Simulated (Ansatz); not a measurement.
# TiSi$_{2}$: geometry relaxation

The run: geometry relaxation of TiSi$_{2}$ (Fddd, 12 atoms in the cell). Method and program: DFT PBE, scalar-relativistic, plane waves, PAW, no spin polarisation (Ansatz 0.2.0).

The structure derives from an entry of the Crystallography Open Database. It belongs to a series of runs on one base structure; here: 0 of 4 Ti sites taken by V, cell and atoms relaxed. Figures and captions count atoms from 1; the log counts them from 0 in places.

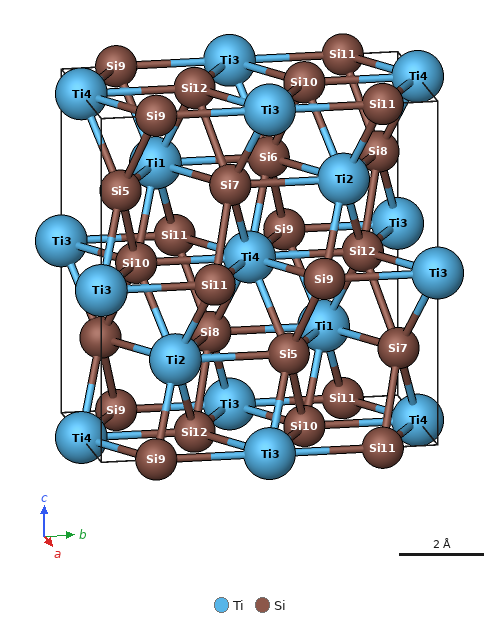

Figure 1. The structure as given in the input (ball-and-stick view of the cell 2 times as large as that of the calculation, set on its symmetry axes, seen slightly off an axis; atoms are numbered from 1 in the order of the input). An atom can appear more than once, as a periodic image.

The input
```yaml
crystal:
  lattice:
    - [4.8077378221, 0.0, 0.0]
    - [0.0, -4.1351811267, 4.2795976056]
    - [0.0, -4.1351811267, -4.2795976056]
  atoms:
    - { symbol: Ti, position: [0.25, 0.5, 0.0] }
    - { symbol: Ti, position: [0.75, 1.0, 0.5] }
    - { symbol: Ti, position: [0.0, 0.5, 0.5] }
    - { symbol: Ti, position: [0.5, 0.0, 0.0] }
    - { symbol: Si, position: [0.75, 0.6631755411, 0.1631755411] }
    - { symbol: Si, position: [0.25, 0.1631755411, 0.6631755411] }
    - { symbol: Si, position: [0.75, 0.3368244589, 0.8368244589] }
    - { symbol: Si, position: [0.25, 0.8368244589, 0.3368244589] }
    - { symbol: Si, position: [0.0, 0.8368244589, 0.8368244589] }
    - { symbol: Si, position: [0.5, 0.3368244589, 0.3368244589] }
    - { symbol: Si, position: [0.0, 0.1631755411, 0.1631755411] }
    - { symbol: Si, position: [0.5, 0.6631755411, 0.6631755411] }
basis:
  ecutwfc: 420
kpoints:
  mp_grid: { grid: [8, 6, 6] }
hamiltonian:
  xc: pbe
scf:
  occupations: { method: gaussian, width: 0.1 }
output:
  forces: true
  stress: true
  eigenvalues: true
relax:
  adjacent_minimum: "off"
  f_tol: 0.015
  max_steps: 60
  cell: { stress_tol: 0.15 }
```

Machine: 2 threads of AMD EPYC (Zen 3), 192 GiB of memory available, shared host.

Run as:
```bash
ansatz run input.yaml --threads 2 --pin off --max-ram 5120MiB --backend cpu --events-out ev --progress --plain --runs-dir out
```

Output
```
Engine: ansatz 0.2.0, x86_64-unknown-linux-gnu
Pseudopotentials: kind: paw
Pseudopotential: Ti, paw, valence charge 12, recommended cutoff 420 eV (normal), Ti.paw.azcp
Pseudopotential: Si, paw, valence charge 4, recommended cutoff 420 eV (normal), Si.paw.azcp
Functional definition: PBE
  parameter kappa = 0.804
  parameter beta = 0.06672455060314922
  exchange = pbe_x(kappa = kappa, mu = beta*pi^2/3)
  correlation = pbe_c(beta = beta)
Crystal: 12 atoms, lattice volume = 170.164 Å³
Basis set: ecut = 420 eV, 3287 PW (Γ), exchange–correlation on 72×80×80 points (8 copies of the dense FFT grid, shifted against one another)
Bands: 52, of which v1, the nominal top of the filled ones, is band 40 counted from 1 (39 counted from 0)
Symmetry: 16 space group operations
Space group: Fddd (ITA 70), of the structure as read, at distance tolerance 5.5e-5 Å
k-points: 65 of 288
Non-local potential: Ti, projectors of the file, l = 0: 3, l = 1: 2, l = 2: 3, l = 3: 1
Non-local potential: Si, projectors of the file, l = 0: 2, l = 1: 2, l = 2: 2
PAW form: soft (Blöchl's): semilocal exchange-correlation on the pseudo side does not see the compensation charge
PAW one-centre angular grid: Ti, 590 points (default); XC on 64 Gauss nodes
PAW one-centre angular grid: Si, 110 points (default); XC on 64 Gauss nodes
Initial density: superposition of atomic densities (neutral atoms: chi_scale 0, normalization atom), corrected by the library's trained network
Initial wavefunctions: pseudopotential atomic-orbital guess
Functional: x = pbe(κ = 0.804, μ = 0.2195149727645171), c = pbe(β = 0.06672455060314922)
SCF iter   1: F=—  HF=-15091.865815 eV  |F-HF|=—  |Δ(HF+E_count)|=         —  Δρ=4.14e-3  dr2=4.19e-2  ethr=1.77e-3  ⟨swp⟩=6.7  Hψ=14932  notcnv=0  defer=4
preconditioner: auto → Kerker (q_TF=auto, 2.406 Å⁻¹)  [metal: Δε(μ)=0.016 eV  Ē_g=6.302 eV  σ=0.100 eV  W_gap=0.09  n_scr=38 (ndim 8)  ℏωp=19.7 eV  f_vac=0.000  D(μ)=4.33/eV (n_scr^D=30)]
SCF iter   2: F=—  HF=-15091.861454 eV  |F-HF|=—  |Δ(HF+E_count)|=   4.36e-3  Δρ=1.93e-3  dr2=7.82e-3  ethr=5.24e-5  ⟨swp⟩=2.0  Hψ=4198  notcnv=0  defer=11
SCF iter   3: F=—  HF=-15091.860825 eV  |F-HF|=—  |Δ(HF+E_count)|=   6.29e-4  Δρ=6.10e-4  dr2=8.41e-4  ethr=9.78e-6  ⟨swp⟩=2.2  Hψ=4083  notcnv=0  defer=11
SCF iter   4: F=—  HF=-15091.860698 eV  |F-HF|=—  |Δ(HF+E_count)|=   1.27e-4  Δρ=1.01e-4  dr2=1.59e-5  ethr=1.05e-6  ⟨swp⟩=2.0  Hψ=4422  notcnv=0  defer=11
SCF iter   5: F=—  HF=-15091.860864 eV  |F-HF|=—  |Δ(HF+E_count)|=   1.66e-4  Δρ=1.91e-5  dr2=4.06e-7  ethr=1.99e-8  ⟨swp⟩=2.0  Hψ=4437  notcnv=0  defer=11
SCF iter   6: F=-15091.860864 eV  HF=-15091.860864 eV  |F-HF|=7.96e-9  |Δ(HF+E_count)|=   5.18e-8  Δρ=2.46e-6  dr2=1.18e-8  ethr=1.25e-10  ⟨swp⟩=9.9  Hψ=14589  notcnv=0
SCF 1 converged in 6 iterations: F = -15091.860864 eV  dr2 = 1.18e-8
  greatest PAW one-centre occupation: 0.999 electrons in one spin orbital (limit 2), on the Ti atom at site 3 (counted from 0), in its partial waves of l = 0
relax step   1: F+E_penalty+E_count = -15091.86086381 eV  Δ(F+E_penalty+E_count) = +0.000e0 eV  max|allowed force component| = 5.487e-3 eV/Å  Δτ_max = 0.0000 Å  P = -0.010 GPa  Ω = 170.164 Å³  (6 SCF iters, dr2 threshold 1.00e-7 eV, accepted)
Initial density: handed on by an earlier stage of this run
Initial wavefunctions: pseudopotential atomic-orbital guess (no wavefunctions were taken with the density)
iter 1 solved again at ethr=1.25e-7 eV; its pass at ethr=3.10e-3 eV (dr2=1.00e-4 eV) is discarded
SCF iter   1: F=—  HF=-15091.860693 eV  |F-HF|=—  |Δ(HF+E_count)|=         —  Δρ=3.17e-6  dr2=8.96e-9  ethr=1.25e-7  ⟨swp⟩=3.1  Hψ=22592  notcnv=0
eigensolver tolerance schedule: the retry pair's looser diagonalisation over-reported the residual by 11175.10 of it (diagonalisation noise at 0.82 of the residual, at the tolerance the schedule requests for it); recorded, not acted on — ethr = c·dr2/N_el stays at c = 1.0e-1
preconditioner: auto → Kerker (q_TF=auto, 2.406 Å⁻¹)  [metal: Δε(μ)=0.010 eV  Ē_g=6.327 eV  σ=0.100 eV  W_gap=0.06  n_scr=38 (ndim 8)  ℏωp=19.7 eV  f_vac=0.000  D(μ)=4.31/eV (n_scr^D=30)]
SCF iter   2: F=—  HF=-15091.860864 eV  |F-HF|=—  |Δ(HF+E_count)|=   1.71e-4  Δρ=2.01e-6  dr2=9.28e-9  ethr=1.12e-11  ⟨swp⟩=3.0  Hψ=7521  notcnv=0
SCF iter   3: F=—  HF=-15091.860864 eV  |F-HF|=—  |Δ(HF+E_count)|=  6.84e-10  Δρ=1.08e-6  dr2=2.33e-9  ethr=1.12e-11  ⟨swp⟩=1.9  Hψ=3687  notcnv=0
iter 4 did not close the SCF: its close was put off for the readings that it lacked (scf_convergence_deferred on its scf_iter line)
SCF iter   4: F=-15091.860864 eV  HF=-15091.860864 eV  |F-HF|=4.18e-11  |Δ(HF+E_count)|=  5.64e-11  Δρ=2.29e-7  dr2=9.76e-11  ethr=2.91e-12  ⟨swp⟩=2.0  Hψ=4103  notcnv=0
iter 5 did not close the SCF: its close was put off for the readings that it lacked (scf_convergence_deferred on its scf_iter line)
SCF iter   5: F=-15091.860864 eV  HF=-15091.860864 eV  |F-HF|=7.28e-12  |Δ(HF+E_count)|=  1.46e-11  Δρ=7.69e-8  dr2=9.49e-12  ethr=1.00e-12  ⟨swp⟩=1.0  Hψ=3380  notcnv=0
SCF iter   6: F=-15091.860864 eV  HF=-15091.860864 eV  |F-HF|=3.64e-12  |Δ(HF+E_count)|=    0.00e0  Δρ=2.43e-8  dr2=6.09e-13  ethr=1.00e-12  ⟨swp⟩=3.1  Hψ=8441  notcnv=0
SCF 2 converged in 6 iterations: F = -15091.860864 eV  dr2 = 6.09e-13
relax step   2: F+E_penalty+E_count = -15091.86086382 eV  Δ(F+E_penalty+E_count) = -6.547e-9 eV  max|allowed force component| = 5.477e-3 eV/Å  Δτ_max = 0.0000 Å  P = -0.010 GPa  Ω = 170.164 Å³  stress off target by 8.49e-2 GPa  SCF on the basis re-selected at this cell (its energy is not comparable with the rows above)  (6 SCF iters)
```

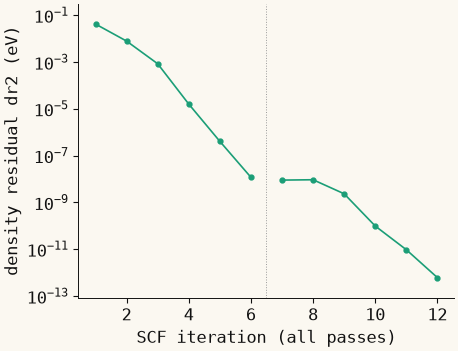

Figure 2. Convergence of the self-consistent field: density residual dr2 against the SCF iteration. The dotted lines part the SCF passes of the relaxation: geometry steps, rejected trials and re-solves on a re-selected basis. The passes take 6 and 6 iterations.

```
basis re-selected at this cell: Δ(F+E_penalty+E_count) = -6.547e-9 eV, ΔP = +0.000 GPa vs the last step (what re-selecting the basis moved, of the pressure what is left beyond the Pulay correction that the steps carried, after the strain that the cell walked since its last selection, with what the two solves' SCF thresholds leave and, on support functions, any second-order correction that the steps lacked; it is no measure of the basis error at this ecutwfc). This SCF's stress stands 8.49e-2 GPa from its target on what of the cell is left free (relax.cell.stress_tol is 1.50e-1 GPa) and its largest allowed force component is 5.48e-3 eV/Å (relax.f_tol is 1.50e-2 eV/Å): within both
SCF converged after 6 iterations
Free energy (F): -15091.860864 eV
Harris-Foulkes:  -15091.860864 eV  (|F-HF|=3.64e-12)
Internal energy: -15091.839330 eV  (E = F + TS)
E sigma→0 (E₀):  -15091.850097 eV
Entropy (-TS):   -0.021534 eV (-1.794 meV/atom)
Fermi energy:    12.428959 eV
--- Per-component energies (eV) ---
  E_band       = -443.401801
  E_kinetic    = 1435.756567
  E_local      = -4081.308652  (includes V_loc(G=0)·N_el)
  E_nonlocal   = 233.630914
  E_hartree    = 1776.741114
  E_xc         = -845.760194
  E_vxc        = -881.406616  (∫ρ·V_xc dr)
  E_paw        = -8291.965488  (= ΣΔE_a)
  E_vpaw       = -703.556784  (= ΣTr[D̂ρ^β])
  E_aug_tail   = 0.000516  (compensation charges beyond the density's cutoff)
  E_ewald      = -5318.934107
  E_smearing   = -0.021534  (= −TS)
  E_closure    = -0.000000  (closes the sum)
  Σ components = -15091.860864   (vs F -15091.860864, Δ=0.00e0)
--- Forces (eV/Å), atoms counted from 1 ---
  atom   1  Ti    -0.00000000     0.00000000     0.00000000
  atom   2  Ti    -0.00000000     0.00000000    -0.00000000
  atom   3  Ti    -0.00000000     0.00000000     0.00000000
  atom   4  Ti    -0.00000000     0.00000000    -0.00000000
  atom   5  Si     0.00000000    -0.00547694     0.00000000
  atom   6  Si     0.00000000    -0.00547694     0.00000000
  atom   7  Si     0.00000000     0.00547694    -0.00000000
  atom   8  Si     0.00000000     0.00547694    -0.00000000
  atom   9  Si    -0.00000000     0.00547694    -0.00000000
  atom  10  Si    -0.00000000     0.00547694    -0.00000000
  atom  11  Si    -0.00000000    -0.00547694     0.00000000
  atom  12  Si    -0.00000000    -0.00547694     0.00000000
  max |Σ_I F_I| component: 5.20e-18 eV/Å
--- Stress (GPa, compression-positive) ---
       -0.084892       0.000000       0.000000
       -0.000000      -0.023596       0.000000
        0.000000       0.000000       0.077778
  P = ⅓ Tr σ = -0.0102 GPa (-0.102 kbar)
--- Band table (eV; the first three rows and the last of 65) ---
  k-point 0: bands = ["-43.8453", "-43.8316", "-43.8316", "-43.8184", "-20.2437", "-20.2437", "-20.2234", "-20.2150", "-20.1420", "-20.1368", "-20.1368", "-20.1275", "-20.1072", "-20.1031", "-20.0876", "-20.0876", "-0.0740", "3.5567", "3.5567", "3.6646", "3.6646", "5.7538", "6.6791", "7.0987", "7.4792", "7.8222", "7.8222", "8.6717", "8.7029", "9.9306", "10.1949", "10.3728", "10.6563", "11.0709", "11.2061", "11.2061", "11.2932", "11.2932", "11.5274", "11.7903", "11.7903", "13.2903", "13.2903", "14.4734", "14.6834", "14.6834", "15.4614", "15.4614", "15.5005", "15.6828", "15.8237", "15.8249"]
  k-point 1: bands = ["-43.8444", "-43.8325", "-43.8307", "-43.8193", "-20.2420", "-20.2367", "-20.2225", "-20.2114", "-20.1483", "-20.1411", "-20.1349", "-20.1256", "-20.1086", "-20.1033", "-20.0916", "-20.0888", "0.0417", "2.5926", "3.6519", "3.7466", "4.6647", "5.3600", "6.0386", "7.5131", "7.9295", "8.0141", "8.2260", "8.3232", "8.7653", "9.7815", "10.3776", "10.5914", "10.6206", "10.7406", "10.7884", "11.0027", "11.2629", "11.4183", "11.4356", "11.8714", "12.1612", "13.1196", "13.2119", "14.2906", "14.5013", "14.7620", "15.0444", "15.4530", "15.5213", "15.6462", "15.6503", "15.7942"]
  k-point 2: bands = ["-43.8419", "-43.8350", "-43.8283", "-43.8217", "-20.2376", "-20.2258", "-20.2177", "-20.1959", "-20.1663", "-20.1541", "-20.1297", "-20.1200", "-20.1146", "-20.1010", "-20.1007", "-20.0920", "0.3841", "1.6870", "3.9053", "4.0213", "4.7734", "5.2030", "5.6620", "7.4171", "8.2415", "8.4172", "8.5718", "8.9790", "9.1886", "9.5875", "10.0316", "10.1549", "10.4115", "10.6681", "10.9223", "10.9681", "11.0821", "11.1783", "11.5822", "11.6808", "12.5912", "12.6555", "12.8982", "13.8987", "14.4600", "14.8722", "14.9984", "15.2637", "15.4328", "15.4864", "15.6103", "15.6760"]
  k-point 64: bands = ["-43.8317", "-43.8317", "-43.8317", "-43.8317", "-20.1989", "-20.1989", "-20.1989", "-20.1989", "-20.1635", "-20.1635", "-20.1635", "-20.1635", "-20.1042", "-20.1042", "-20.1042", "-20.1042", "2.5610", "2.5610", "2.5610", "2.5610", "4.6738", "4.6738", "4.6738", "4.6738", "9.7603", "9.7603", "9.7603", "9.7603", "10.1606", "10.1606", "10.1606", "10.1606", "10.7386", "10.7386", "10.7386", "10.7386", "11.0455", "11.0455", "11.0455", "11.0455", "13.8085", "13.8085", "13.8085", "13.8085", "14.5008", "14.5008", "14.5008", "14.5008", "15.1671", "15.1671", "15.1671", "15.1671"]
--- Relaxed structure (1 steps of the walk, 1 accepted, 1 SCFs on fresh bases) ---
  F+E_penalty+E_count = -15091.86086382 eV   max|allowed force component| = 5.477e-3 eV/Å   (the final SCF, on the basis selected at the relaxed cell)
  cell:  # Å, volume = 170.1642 Å³
    - [4.8077378221, 0.0, 0.0]
    - [0.0, -4.1351811267, 4.2795976056]
    - [0.0, -4.1351811267, -4.2795976056]
  atoms:
    - { symbol: Ti, position: [0.24999999999999997, 0.4999999999999999, 2.7755575615628914e-17] }
    - { symbol: Ti, position: [0.7499999999999999, 0.9999999999999998, 0.49999999999999994] }
    - { symbol: Ti, position: [0.0, 0.49999999999999994, 0.49999999999999994] }
    - { symbol: Ti, position: [0.49999999999999994, 0.0, 0.0] }
    - { symbol: Si, position: [0.7499999999999999, 0.6631755411, 0.16317554110000004] }
    - { symbol: Si, position: [0.24999999999999997, 0.16317554110000004, 0.6631755411] }
    - { symbol: Si, position: [0.7499999999999999, 0.33682445890000007, 0.8368244589] }
    - { symbol: Si, position: [0.24999999999999997, 0.8368244589, 0.33682445890000007] }
    - { symbol: Si, position: [0.0, 0.8368244588999999, 0.8368244588999999] }
    - { symbol: Si, position: [0.49999999999999994, 0.3368244589, 0.3368244589] }
    - { symbol: Si, position: [0.0, 0.1631755411, 0.1631755411] }
    - { symbol: Si, position: [0.49999999999999994, 0.6631755411, 0.6631755411] }
```

Trajectory as extended XYZ (Å, eV, eV/Å), 2 frames, from step=1 to step=2
```
12
Lattice="4.8077 0.0000 0.0000 0.0000 -4.1352 4.2796 0.0000 -4.1352 -4.2796" Properties=species:S:1:pos:R:3:forces:R:3 step=1 energy=-15091.86086 pressure_GPa=-0.01
Ti    1.2019   -2.0676    2.1398    0.0000   0.0000   0.0000
Ti    3.6058   -6.2028    2.1398    0.0000   0.0000   0.0000
Ti    0.0000   -4.1352    0.0000    0.0000   0.0000   0.0000
Ti    2.4039    0.0000    0.0000    0.0000   0.0000   0.0000
Si    3.6058   -3.4171    2.1398    0.0000  -0.0055   0.0000
Si    1.2019   -3.4171   -2.1398    0.0000  -0.0055   0.0000
Si    3.6058   -4.8533   -2.1398    0.0000   0.0055   0.0000
Si    1.2019   -4.8533    2.1398    0.0000   0.0055   0.0000
Si    0.0000   -6.9208    0.0000    0.0000   0.0055   0.0000
Si    2.4039   -2.7857    0.0000    0.0000   0.0055   0.0000
Si    0.0000   -1.3495    0.0000    0.0000  -0.0055   0.0000
Si    2.4039   -5.4847    0.0000    0.0000  -0.0055   0.0000
12
Lattice="4.8077 0.0000 0.0000 0.0000 -4.1352 4.2796 0.0000 -4.1352 -4.2796" Properties=species:S:1:pos:R:3:forces:R:3 step=2 energy=-15091.86086 pressure_GPa=-0.01
Ti    1.2019   -2.0676    2.1398    0.0000   0.0000   0.0000
Ti    3.6058   -6.2028    2.1398    0.0000   0.0000   0.0000
Ti    0.0000   -4.1352    0.0000    0.0000   0.0000   0.0000
Ti    2.4039    0.0000    0.0000    0.0000   0.0000   0.0000
Si    3.6058   -3.4171    2.1398    0.0000  -0.0055   0.0000
Si    1.2019   -3.4171   -2.1398    0.0000  -0.0055   0.0000
Si    3.6058   -4.8533   -2.1398    0.0000   0.0055   0.0000
Si    1.2019   -4.8533    2.1398    0.0000   0.0055   0.0000
Si    0.0000   -6.9208    0.0000    0.0000   0.0055   0.0000
Si    2.4039   -2.7857    0.0000    0.0000   0.0055   0.0000
Si    0.0000   -1.3495    0.0000    0.0000  -0.0055   0.0000
Si    2.4039   -5.4847    0.0000    0.0000  -0.0055   0.0000
```

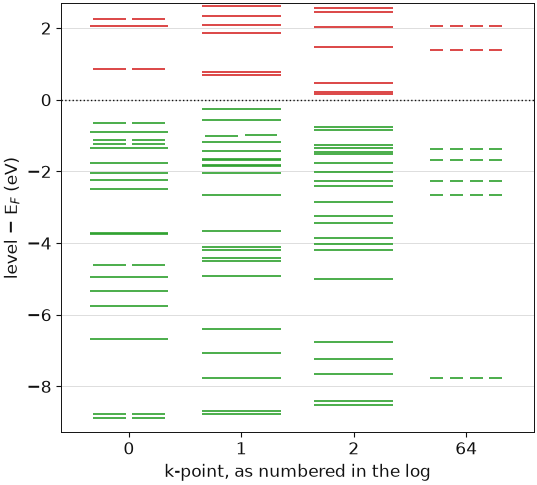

Figure 3. Kohn–Sham levels near the Fermi level (dotted) at the few k-points that the log prints; levels within 0.02 eV of each other stand side by side. The system is metallic on the full mesh.

Results in brief

- outcome: converged
- space group (tolerance 0.01 Å): Fddd (70)
- electrons treated: 80
- free energy: −15091.8609 eV
- Fermi energy: 12.429 eV
- gap on the k-point mesh: none (metallic)
- pressure: −0.01 GPa
- final volume: 170.16 Å³
- largest force (length of the vector) at the end: 0.005 eV/Å
- final cell: a = 4.808 Å, b = 5.951 Å, c = 5.951 Å, α = 91.97°, β = 90.00°, γ = 90.00°
- wall time: 42 s (CPU time 81 s)
- peak memory: 0.78 GiB
